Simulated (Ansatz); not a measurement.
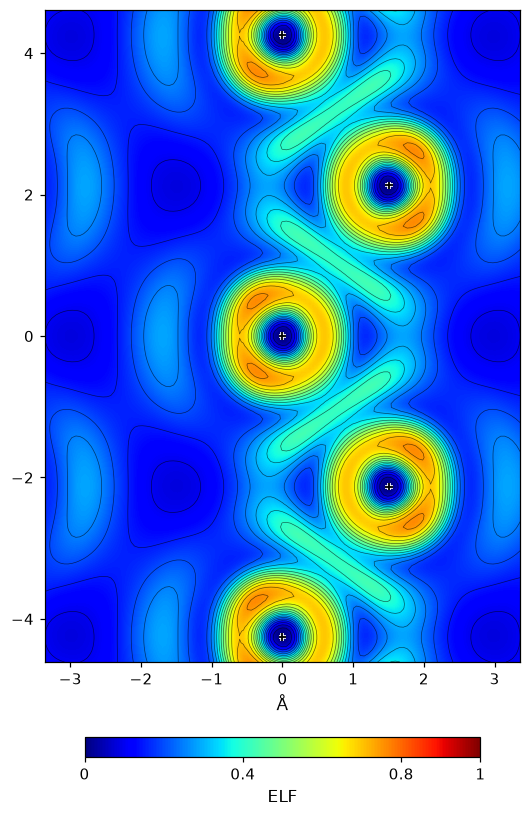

The electron localisation function on a plane through atoms (crosses mark nuclei in the plane).

Computed with DFT, PBE, plane waves (420 eV) with PAW, scalar-relativistic in Ansatz.

Candidates:
A. Ir, a = 5.42 Å, b = 5.42 Å, c = 5.42 Å, α = 90.00°, β = 90.00°, γ = 90.00°. Space group Fd-3m; set up as Ir, diamond; a generated structure, not necessarily the stable one; changed on purpose from its base cell (volume × 0.92); computed pressure about 19 GPa in this cell; computed without spin polarisation.
B. Co, a = 2.50 Å, b = 2.50 Å, c = 8.08 Å, α = 90.00°, β = 90.00°, γ = 120.00°. Space group P6₃/mmc; set up as Co, dhcp; a generated structure, not necessarily the stable one; spin-polarised.
C. Ta, a = 6.02 Å, b = 6.02 Å, c = 6.02 Å, α = 90.00°, β = 90.00°, γ = 90.00°. Space group Fd-3m; set up as Ta, diamond; a generated structure, not necessarily the stable one; changed on purpose from its base cell (volume × 0.96); computed pressure about 3 GPa in this cell.

Q: Which candidate gave the map?

A: Candidate C: Ta on the (011) plane of the conventional cell, which holds Ta. Ta–Ta (2.61 Å): the ELF is about 0.40 at the midpoint.
